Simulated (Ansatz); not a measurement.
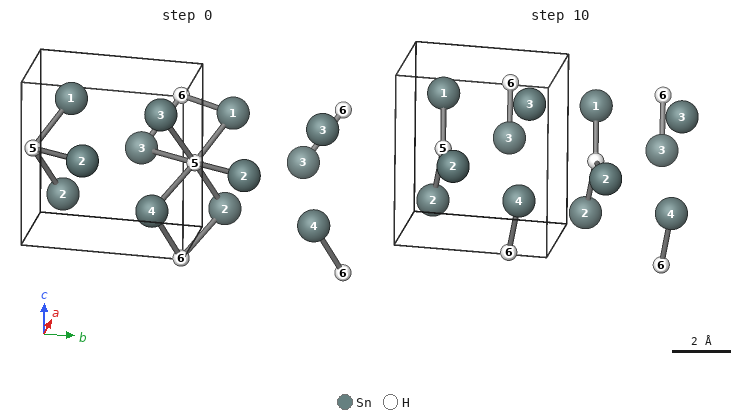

The structure of solid Sn2H (a generated structure, set up in P1) (coarse preliminary run) before (left) and after (right) a relaxation, at one scale.

Style: ball-and-stick. Shown: the cell of the calculation, repeated 1 × 2 × 1 with one cell outlined, from a free direction.

Method: DFT PBE, scalar-relativistic, plane waves, PAW (Ansatz 0.2.0). Settings: plane-wave cutoff 420 eV; k-point mesh 6 × 4 × 4; occupations gaussian; smearing width 0.2 eV; no spin polarisation; cell and atoms relaxed; force threshold 0.025 eV/Å; at most 60 steps.

**What changed between the two?**

The energy falls by 0.771 eV per cell of the calculation in 9 accepted moves (10 points after the start). The largest force component goes from 0.23 to 0.019 eV/Å. Pressure: −0.23 GPa at the start and −0.02 GPa at the end. The SCF was repeated once at an unchanged geometry on a basis and grid sized afresh for the cell, which shifted the energy by 2.1 meV per cell of the calculation at most. The largest moves relative to the cell, 1.29 Å, are those of H5 and H6. H6 goes along −b. Largest moves by element: H 1.29 Å, Sn 0.35 Å. The drawn cell changes as follows: a 3.403 → 3.511 Å (+3.2 %), b 5.791 → 5.455 Å (−5.8 %), c 6.050 → 6.320 Å (+4.5 %), α 91.1° → 90.2°, β 89.3° → 89.6°, γ 90.3° → 90.0°; the volume changes by +1.5 %. Among the contacts that change: Sn3–H5 2.503 → 3.484 Å, Sn1–H6 2.509 → 3.461 Å, Sn3–H5 (another image) 2.573 → 3.499 Å, Sn1–H6 (another image) 2.594 → 3.487 Å. The space group stays P1 (No. 1). Cost: 4.1 min on 1 thread of Arm Neoverse V1 (shared host), peak memory 0.44 GiB.
